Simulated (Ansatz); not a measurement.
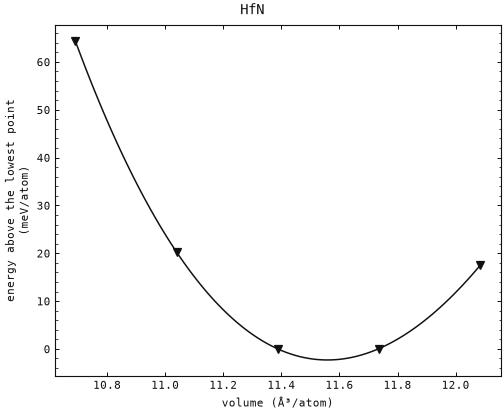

The picture above shows the energy above the lowest point against volume for HfN, space group Fm-3m (No. 225) (one of a set of cubic test structures, which need not be the stable phase).

How it was computed, with Ansatz 0.2.0 development build: equation of state of a cubic crystal from periodic Kohn-Sham density functional theory without spin, third-order Birch-Murnaghan fit to the free energies; pressure corrected for the finite basis. Level: HSE06.

structure type rock salt; atoms in cell 2; space group number 225; lattice centring face-centred primitive; k mesh 4×4×4; occupation method Fermi–Dirac; occupation width 0.1 eV; wave cutoff 700 eV; datasets hard PAW; density tolerance 0 eV; bands 20; density cutoff ratio 4; search for lower states default; exchange singularity regularized.

How stiff is the solid, and where is its volume at rest?

Answer. A third-order Birch–Murnaghan fit gives V0 = 11.56 Å³/atom, B0 = 286 GPa and B′ = 4.3.

Keep in mind: coarse k-mesh, values are not converged in k; pseudopotentials made with PBE, not this functional.
